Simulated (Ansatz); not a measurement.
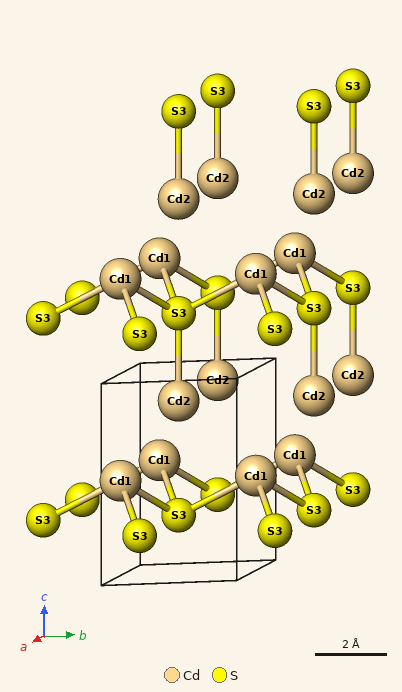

This is a symmetric starting cell of Cd₂S. A ball-and-stick model of the cell of the calculation, repeated 2 × 2 × 2 with one cell outlined, seen slightly off an axis.

Level of theory: DFT PBEsol, scalar-relativistic, plane waves, PAW (Ansatz 0.2.0). Set-up: plane-wave cutoff 420 eV; k-point mesh 12 × 12 × 6; occupations gaussian; smearing width 0.05 eV; no spin polarisation.

The variant: The cell is strained by +7.9 % along c and +1.9 % across it (volume +11.9 %) and atoms are displaced by up to 0.22 Å (root mean square over those that move 0.16 Å) relative to the cell: Cd2 0.22 Å along +c, S3 0.06 Å along −c. No relaxation follows. The starting cell wasn't computed here and needn't be at equilibrium, so pressure and forces aren't due to the change alone.

Input file:
```yaml
crystal:
  lattice:
    - [4.0360586983, 0.0, 0.0]
    - [-2.0180293492, 3.495329364, 0.0]
    - [0.0, 0.0, 6.2653297558]
  atoms:
    - { symbol: Cd, position: [0.66666667, 0.33333333, 0.5527585898] }
    - { symbol: Cd, position: [0.33333333, 0.66666667, 0.9679316989] }
    - { symbol: S, position: [0.33333333, 0.66666667, 0.3564667114] }
basis:
  ecutwfc: 420
kpoints:
  mp_grid: { grid: [12, 12, 6] }
hamiltonian:
  xc: pbesol
scf:
  occupations: { method: gaussian, width: 0.05 }
output:
  forces: true
  stress: true
  eigenvalues: true
```

What does the calculation give for the changed structure?

The pressure is −4.4 GPa (not all of it need come from the change, since the unchanged cell can be under pressure at this level too). The principal stresses (compression positive) are −4.8 GPa along c and −4.2 GPa across it. The largest force is 0.9 eV/Å, on Cd2, along −c. The forces mostly point back along the displacements (cosine −0.73). Near-neighbour distances before and after: Cd–S 2.515 → 2.434 Å, Cd–S 2.601 → 2.635 Å. The space group stays P3m1 (No. 156).

The changed structure in the same view:

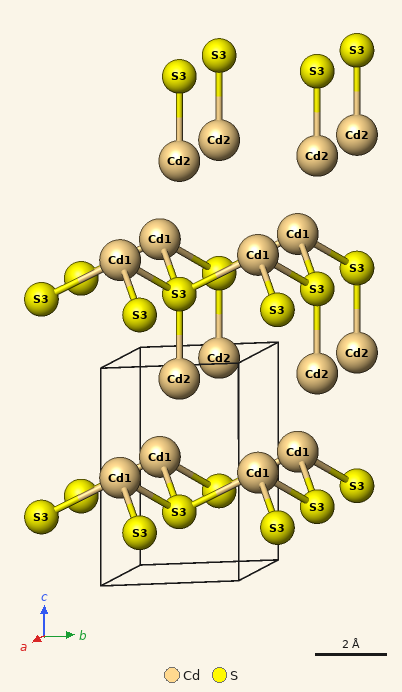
